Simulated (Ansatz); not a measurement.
**Al: geometry relaxation (part 2 of 2)**

Continued. System: Al (slab, 27 atoms in the cell). Method: DFT PBE+D3(BJ), scalar-relativistic, plane waves, PAW, no spin polarisation (Ansatz 0.2.0); cutoff 420 eV, 3×3×1 k-mesh, Gaussian smearing of 0.1 eV. The structure derives from an entry of the Crystallography Open Database. The input holds or restrains some coordinates. Forces given for the steps count only the free coordinates. It belongs to a series of runs on one base structure; here: clean slab, lower planes held.

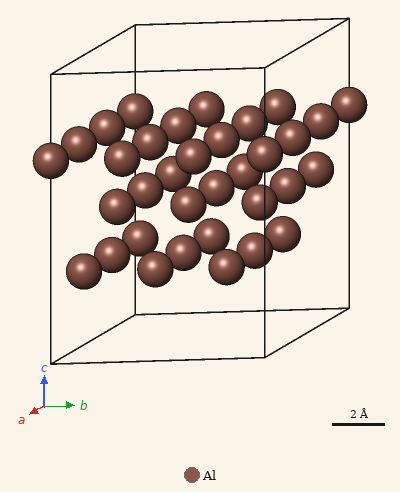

*The geometry at step 2 of the log (spheres-only view of the cell of the calculation, with the vacuum cut short, seen slightly off an axis).*

Log, continued:
```
SCF iter   1: F=—  HF=-14512.244595 eV  |F-HF|=—  |Δ(HF+E_count)|=         —  Δρ=4.64e-6  dr2=1.42e-6  ethr=1.75e-9  p=0.000 e·Å  D=5.01e-5 V/Å  ΔV_dip=-0.00 eV  dr2_dipole=4.65e-7  V_vac-E_F(+/−)=3.76/3.76 eV  ⟨swp⟩=1.0  Hψ=498  notcnv=0
efield: sawtooth ramp at fractional position 0.9800 (handed on by an earlier solve), width 0.0400; the density the first Hamiltonian is built on has a dipole p = 0.000 e·Å; the dipole correction subtracts the counter field D = 5.01e-5 V/Å, which shifts the + side's vacuum level by -0.00 eV against the − side's; the planar-averaged density in the ramp window peaks in size at 4.1e-7 e/Å³
preconditioner: auto → LDOS  [insulator: Δε(μ)=0.107 eV  Ē_g=6.166 eV  σ=0.100 eV  W_gap=0.55  n_scr=100 (ndim 8)  ℏωp=9.4 eV  f_vac=0.528  D(μ)=22.40/eV (n_scr^D=136)  ε∞_Penn≈3.3  β→1.0]
SCF iter   2: F=—  HF=-14512.244637 eV  |F-HF|=—  |Δ(HF+E_count)|=   4.21e-5  Δρ=2.29e-6  dr2=2.27e-7  ethr=1.75e-9  p=0.000 e·Å  D=5.13e-5 V/Å  ΔV_dip=-0.00 eV  dr2_dipole=9.41e-12  V_vac-E_F(+/−)=3.76/3.76 eV  ⟨swp⟩=2.0  Hψ=293  notcnv=0
SCF iter   3: F=-14512.244637 eV  HF=-14512.244637 eV  |F-HF|=1.50e-8  |Δ(HF+E_count)|=   1.98e-7  Δρ=8.32e-7  dr2=5.36e-8  ethr=1.23e-10  p=0.000 e·Å  D=5.60e-5 V/Å  ΔV_dip=-0.00 eV  dr2_dipole=1.67e-8  V_vac-E_F(+/−)=3.76/3.76 eV  ⟨swp⟩=8.0  Hψ=733  notcnv=0
SCF 3 converged in 3 iterations: F = -14512.244637 eV  dr2 = 5.36e-8
relax step   3: F+E_penalty+E_count = -14512.24463738 eV  Δ(F+E_penalty+E_count) = -1.091e-6 eV  max|allowed force component| = 1.662e-2 eV/Å  Δτ_max = 0.0000 Å  (3 SCF iters, accepted)
SCF converged after 3 iterations
Free energy (F): -14512.244637 eV
Harris-Foulkes:  -14512.244637 eV  (|F-HF|=1.50e-8)
Internal energy: -14512.132628 eV  (E = F + TS)
E sigma→0 (E₀):  -14512.188633 eV
Entropy (-TS):   -0.112009 eV (-4.148 meV/atom)
Fermi energy:    0.412118 eV
Dipole field:    D = -0.000013 V/Å  (p = -0.000090 e·Å, saw-weighted, corrected)
Work function:   Φ+ = 3.7593 eV   Φ− = 3.7590 eV
Levels:          The Fermi level and band energies are counted from a zero that moves with the ramp; work functions are not
--- Per-component energies (eV) ---
  E_band       = -310.764138
  E_kinetic    = 591.747352
  E_local      = -14093.387660  (includes V_loc(G=0)·N_el)
  E_nonlocal   = 283.948307
  E_hartree    = 6883.630999
  E_xc         = -1057.809435
  E_vxc        = -761.347641  (∫ρ·V_xc dr)
  E_paw        = -12618.074452  (= ΣΔE_a)
  E_vpaw       = -98.980453  (= ΣTr[D̂ρ^β])
  E_aug_tail   = -0.000057  (compensation charges beyond the density's cutoff)
  E_efield     = 0.000000  (sawtooth field / dipole correction)
  E_vefield    = 0.000068  (∫n·V_field dr)
  E_ewald      = 5504.118783
  E_disp       = -6.306466  (pairwise vdW)
  E_smearing   = -0.112009  (= −TS)
  E_closure    = 0.000000  (closes the sum)
  Σ components = -14512.244637   (vs F -14512.244637, Δ=0.00e0)
--- Forces (eV/Å), atoms counted from 1 ---
  atom   1  Al     0.00000000     0.00000000    -0.02454693
  atom   2  Al     0.00000000     0.00000000    -0.02454693
  atom   3  Al     0.00000000     0.00000000    -0.02454693
  atom   4  Al     0.00000000     0.00000000    -0.02454693
  atom   5  Al     0.00000000     0.00000000    -0.02454693
  atom   6  Al     0.00000000     0.00000000    -0.02454693
  atom   7  Al     0.00000000     0.00000000    -0.02454693
  atom   8  Al     0.00000000     0.00000000    -0.02454693
  atom   9  Al     0.00000000     0.00000000    -0.02454693
  atom  10  Al     0.00000000    -0.00000000     0.00794788
  atom  11  Al     0.00000000    -0.00000000     0.00794788
  atom  12  Al     0.00000000    -0.00000000     0.00794788
  atom  13  Al     0.00000000     0.00000000     0.00794788
  atom  14  Al     0.00000000    -0.00000000     0.00794788
  atom  15  Al     0.00000000    -0.00000000     0.00794788
  atom  16  Al     0.00000000    -0.00000000     0.00794788
  atom  17  Al     0.00000000    -0.00000000     0.00794788
  atom  18  Al     0.00000000    -0.00000000     0.00794788
  atom  19  Al     0.00000000     0.00000000     0.01661982
  atom  20  Al     0.00000000     0.00000000     0.01661982
  atom  21  Al    -0.00000000    -0.00000000     0.01661982
  atom  22  Al     0.00000000     0.00000000     0.01661982
  atom  23  Al     0.00000000     0.00000000     0.01661982
  atom  24  Al    -0.00000000     0.00000000     0.01661982
  atom  25  Al    -0.00000000    -0.00000000     0.01661982
  atom  26  Al     0.00000000    -0.00000000     0.01661982
  atom  27  Al     0.00000000    -0.00000000     0.01661982
  max |Σ_I F_I| component: 1.87e-4 eV/Å
--- Band table (eV) ---
  k-point 0: bands = ["-10.3622", "-8.7107", "-7.6341", "-7.6341", "-7.6341", "-7.6341", "-7.6341", "-7.6341", "-6.1526", "-6.0051", "-6.0051", "-6.0051", "-6.0051", "-6.0051", "-6.0051", "-3.4791", "-3.4791", "-3.4791", "-3.4791", "-3.4791", "-3.4791", "-2.9871", "-2.4071", "-2.4071", "-2.4064", "-2.4064", "-2.2746", "-2.2746", "-1.3038", "-1.3038", "-0.5201", "-0.5201", "-0.5186", "-0.5186", "-0.4541", "-0.4541", "-0.4541", "-0.4541", "-0.4541", "-0.4541", "0.3625", "0.3625", "0.3625", "0.3625", "0.3625", "0.3625", "0.4698", "1.8757", "1.8757", "1.8757", "1.8757", "1.8757", "1.8757", "1.9545", "1.9545", "1.9556", "1.9556", "2.2619", "2.2619", "3.0804", "3.1967", "3.1967", "3.1967", "3.1967", "3.1967", "3.1967", "3.9256", "4.2799"]
  k-point 1: bands = ["-10.0563", "-9.1429", "-8.4071", "-8.2356", "-8.2356", "-7.5006", "-6.6008", "-6.6008", "-6.4396", "-6.4396", "-5.8498", "-5.5521", "-4.9486", "-4.8245", "-4.8245", "-4.6702", "-4.6702", "-4.0595", "-4.0595", "-3.9577", "-3.0922", "-3.0922", "-2.9673", "-2.6983", "-2.3849", "-2.3849", "-2.1088", "-2.1088", "-1.8344", "-1.5809", "-1.0877", "-1.0877", "-0.9774", "-0.9774", "-0.9683", "-0.7665", "-0.7665", "-0.2397", "-0.2397", "0.4702", "0.4702", "0.5874", "0.5874", "0.7569", "0.8129", "0.8129", "1.2361", "1.5814", "1.6727", "1.9821", "1.9821", "2.0042", "2.0042", "2.5098", "2.5098", "2.6982", "2.6982", "2.7633", "2.7633", "2.8301", "2.8301", "3.3743", "3.8095", "3.8095", "3.8692", "3.8712", "3.8712", "4.1306"]
  k-point 2: bands = ["-9.4467", "-9.4467", "-9.4467", "-7.8020", "-7.8020", "-7.8020", "-6.7371", "-6.7371", "-6.7371", "-5.2477", "-5.2477", "-5.2477", "-5.1174", "-5.1174", "-5.1174", "-4.1316", "-4.1316", "-4.1316", "-4.0486", "-4.0486", "-4.0486", "-2.7675", "-2.7675", "-2.7675", "-2.6181", "-2.6181", "-2.6181", "-2.1962", "-2.1962", "-2.1962", "-2.1218", "-2.1218", "-2.1218", "0.0213", "0.0213", "0.0213", "0.2170", "0.2170", "0.2170", "0.3330", "0.3330", "0.3330", "1.2029", "1.2029", "1.2029", "1.2057", "1.2057", "1.2057", "1.3198", "1.3198", "1.3198", "2.4035", "2.4035", "2.4035", "2.9943", "2.9943", "2.9943", "2.9963", "2.9963", "2.9963", "3.0697", "3.0697", "3.0697", "3.8178", "3.8178", "3.8178", "3.9332", "3.9332"]
--- Relaxed structure (3 steps of the walk, 3 accepted, 0 SCFs on fresh bases) ---
  F+E_penalty+E_count = -14512.24463738 eV   max|allowed force component| = 1.662e-2 eV/Å
  atoms:
    - { symbol: Al, position: [0.22222222222222218, 0.11111111111111112, 0.3883710925] }
    - { symbol: Al, position: [0.2222222222222222, 0.4444444444444444, 0.3883710925] }
    - { symbol: Al, position: [0.2222222222222222, 0.7777777777777778, 0.3883710925] }
    - { symbol: Al, position: [0.5555555555555555, 0.11111111111111112, 0.3883710925] }
    - { symbol: Al, position: [0.5555555555555556, 0.4444444444444444, 0.3883710925] }
    - { symbol: Al, position: [0.5555555555555556, 0.7777777777777778, 0.3883710925] }
    - { symbol: Al, position: [0.8888888888888886, 0.11111111111111112, 0.3883710925] }
    - { symbol: Al, position: [0.8888888888888887, 0.44444444444444436, 0.3883710925] }
    - { symbol: Al, position: [0.8888888888888887, 0.7777777777777778, 0.3883710925] }
    - { symbol: Al, position: [0.44444444444444436, 0.22222222222222224, 0.5031420112990023] }
    - { symbol: Al, position: [0.44444444444444436, 0.5555555555555556, 0.5031420112990023] }
    - { symbol: Al, position: [0.44444444444444436, 0.8888888888888888, 0.5031420112990023] }
    - { symbol: Al, position: [0.7777777777777777, 0.2222222222222222, 0.5031420112990023] }
    - { symbol: Al, position: [0.7777777777777777, 0.5555555555555556, 0.5031420112990023] }
    - { symbol: Al, position: [0.7777777777777777, 0.8888888888888887, 0.5031420112990023] }
    - { symbol: Al, position: [0.1111111111111111, 0.22222222222222224, 0.5031420112990023] }
    - { symbol: Al, position: [0.11111111111111119, 0.5555555555555556, 0.5031420112990023] }
    - { symbol: Al, position: [0.1111111111111111, 0.8888888888888888, 0.5031420112990023] }
    - { symbol: Al, position: [0.6666666666666666, 0.33333333333333337, 0.618042468559746] }
    - { symbol: Al, position: [0.6666666666666666, 0.6666666666666666, 0.618042468559746] }
    - { symbol: Al, position: [0.6666666666666666, -4.0389678347315804e-28, 0.618042468559746] }
    - { symbol: Al, position: [2.7755575615628914e-17, 0.33333333333333337, 0.618042468559746] }
    - { symbol: Al, position: [5.551115123125783e-17, 0.6666666666666667, 0.618042468559746] }
    - { symbol: Al, position: [1.157376462604162e-18, -7.417393380506246e-34, 0.618042468559746] }
    - { symbol: Al, position: [0.3333333333333333, 0.3333333333333333, 0.618042468559746] }
    - { symbol: Al, position: [0.33333333333333337, 0.6666666666666667, 0.618042468559746] }
    - { symbol: Al, position: [0.3333333333333333, -2.0194839173657902e-28, 0.618042468559746] }
```

Trajectory as extended XYZ (Å, eV, eV/Å), 3 frames, from step=1 to step=3:
```
27
Lattice="8.4486 0.0000 0.0000 -4.2243 7.3167 0.0000 0.0000 0.0000 20.5989" Properties=species:S:1:pos:R:3:forces:R:3 step=1 energy=-14512.12568
Al    1.4081    0.8130    8.0000    0.0000   0.0000  -0.1769
Al    0.0000    3.2519    8.0000    0.0000   0.0000  -0.1769
Al   -1.4081    5.6908    8.0000    0.0000   0.0000  -0.1769
Al    4.2243    0.8130    8.0000    0.0000   0.0000  -0.1769
Al    2.8162    3.2519    8.0000    0.0000   0.0000  -0.1769
Al    1.4081    5.6908    8.0000    0.0000   0.0000  -0.1769
Al    7.0405    0.8130    8.0000    0.0000   0.0000  -0.1769
Al    5.6324    3.2519    8.0000    0.0000   0.0000  -0.1769
Al    4.2243    5.6908    8.0000    0.0000   0.0000  -0.1769
Al    2.8162    1.6259   10.2994    0.0000   0.0000   0.0000
Al    1.4081    4.0649   10.2994    0.0000   0.0000   0.0000
Al    0.0000    6.5038   10.2994    0.0000   0.0000   0.0000
Al    5.6324    1.6259   10.2994    0.0000   0.0000   0.0000
Al    4.2243    4.0649   10.2994    0.0000   0.0000   0.0000
Al    2.8162    6.5038   10.2994    0.0000   0.0000   0.0000
Al    0.0000    1.6259   10.2994    0.0000   0.0000   0.0000
Al   -1.4081    4.0649   10.2994    0.0000   0.0000   0.0000
Al   -2.8162    6.5038   10.2994    0.0000   0.0000   0.0000
Al    4.2243    2.4389   12.5989    0.0000   0.0000   0.1769
Al    2.8162    4.8778   12.5989    0.0000   0.0000   0.1769
Al    5.6324    0.0000   12.5989    0.0000   0.0000   0.1769
Al   -1.4081    2.4389   12.5989    0.0000   0.0000   0.1769
Al   -2.8162    4.8778   12.5989    0.0000   0.0000   0.1769
Al    0.0000    0.0000   12.5989    0.0000   0.0000   0.1769
Al    1.4081    2.4389   12.5989    0.0000   0.0000   0.1769
Al    0.0000    4.8778   12.5989    0.0000   0.0000   0.1769
Al    2.8162    0.0000   12.5989    0.0000   0.0000   0.1769
27
Lattice="8.4486 0.0000 0.0000 -4.2243 7.3167 0.0000 0.0000 0.0000 20.5989" Properties=species:S:1:pos:R:3:forces:R:3 step=2 energy=-14512.24464
Al    1.4081    0.8130    8.0000    0.0000   0.0000  -0.0245
Al    0.0000    3.2519    8.0000    0.0000   0.0000  -0.0245
Al   -1.4081    5.6908    8.0000    0.0000   0.0000  -0.0245
Al    4.2243    0.8130    8.0000    0.0000   0.0000  -0.0245
Al    2.8162    3.2519    8.0000    0.0000   0.0000  -0.0245
Al    1.4081    5.6908    8.0000    0.0000   0.0000  -0.0245
Al    7.0405    0.8130    8.0000    0.0000   0.0000  -0.0245
Al    5.6324    3.2519    8.0000    0.0000   0.0000  -0.0245
Al    4.2243    5.6908    8.0000    0.0000   0.0000  -0.0245
Al    2.8162    1.6259   10.3642    0.0000   0.0000   0.0079
Al    1.4081    4.0649   10.3642    0.0000   0.0000   0.0079
Al    0.0000    6.5038   10.3642    0.0000   0.0000   0.0079
Al    5.6324    1.6259   10.3642    0.0000   0.0000   0.0079
Al    4.2243    4.0649   10.3642    0.0000   0.0000   0.0079
Al    2.8162    6.5038   10.3642    0.0000   0.0000   0.0079
Al    0.0000    1.6259   10.3642    0.0000   0.0000   0.0079
Al   -1.4081    4.0649   10.3642    0.0000   0.0000   0.0079
Al   -2.8162    6.5038   10.3642    0.0000   0.0000   0.0079
Al    4.2243    2.4389   12.7310    0.0000   0.0000   0.0167
Al    2.8162    4.8778   12.7310    0.0000   0.0000   0.0167
Al    5.6324    0.0000   12.7310    0.0000   0.0000   0.0167
Al   -1.4081    2.4389   12.7310    0.0000   0.0000   0.0167
Al   -2.8162    4.8778   12.7310    0.0000   0.0000   0.0167
Al    0.0000    0.0000   12.7310    0.0000   0.0000   0.0167
Al    1.4081    2.4389   12.7310    0.0000   0.0000   0.0167
Al    0.0000    4.8778   12.7310    0.0000   0.0000   0.0167
Al    2.8162    0.0000   12.7310    0.0000   0.0000   0.0167
27
Lattice="8.4486 0.0000 0.0000 -4.2243 7.3167 0.0000 0.0000 0.0000 20.5989" Properties=species:S:1:pos:R:3:forces:R:3 step=3 energy=-14512.24464
Al    1.4081    0.8130    8.0000    0.0000   0.0000  -0.0245
Al    0.0000    3.2519    8.0000    0.0000   0.0000  -0.0245
Al   -1.4081    5.6908    8.0000    0.0000   0.0000  -0.0245
Al    4.2243    0.8130    8.0000    0.0000   0.0000  -0.0245
Al    2.8162    3.2519    8.0000    0.0000   0.0000  -0.0245
Al    1.4081    5.6908    8.0000    0.0000   0.0000  -0.0245
Al    7.0405    0.8130    8.0000    0.0000   0.0000  -0.0245
Al    5.6324    3.2519    8.0000    0.0000   0.0000  -0.0245
Al    4.2243    5.6908    8.0000    0.0000   0.0000  -0.0245
Al    2.8162    1.6259   10.3642    0.0000   0.0000   0.0079
Al    1.4081    4.0649   10.3642    0.0000   0.0000   0.0079
Al    0.0000    6.5038   10.3642    0.0000   0.0000   0.0079
Al    5.6324    1.6259   10.3642    0.0000   0.0000   0.0079
Al    4.2243    4.0649   10.3642    0.0000   0.0000   0.0079
Al    2.8162    6.5038   10.3642    0.0000   0.0000   0.0079
Al    0.0000    1.6259   10.3642    0.0000   0.0000   0.0079
Al   -1.4081    4.0649   10.3642    0.0000   0.0000   0.0079
Al   -2.8162    6.5038   10.3642    0.0000   0.0000   0.0079
Al    4.2243    2.4389   12.7310    0.0000   0.0000   0.0166
Al    2.8162    4.8778   12.7310    0.0000   0.0000   0.0166
Al    5.6324    0.0000   12.7310    0.0000   0.0000   0.0166
Al   -1.4081    2.4389   12.7310    0.0000   0.0000   0.0166
Al   -2.8162    4.8778   12.7310    0.0000   0.0000   0.0166
Al    0.0000    0.0000   12.7310    0.0000   0.0000   0.0166
Al    1.4081    2.4389   12.7310    0.0000   0.0000   0.0166
Al    0.0000    4.8778   12.7310    0.0000   0.0000   0.0166
Al    2.8162    0.0000   12.7310    0.0000   0.0000   0.0166
```

Summary:

| quantity | value |
| --- | --- |
| outcome | converged under the restraints of the input |
| electrons treated | 81 |
| free energy | −14512.2446 eV |
| work function, top face | 3.76 eV |
| work function, bottom face | 3.76 eV |
| Fermi energy | 0.412 eV |
| gap on the k-point mesh | none (metallic) |
| final volume | 1273.35 Å³ |
| work function (upper face) | 3.76 eV |
| largest force (length of the vector) at the end, held atoms and coordinates included | 0.025 eV/Å |
| hardware | 4 threads of Intel Xeon (Granite Rapids), 32 GiB of memory available, shared host |
| wall time | 13 s (CPU time 48 s) |
| peak memory | 1.6 GiB |
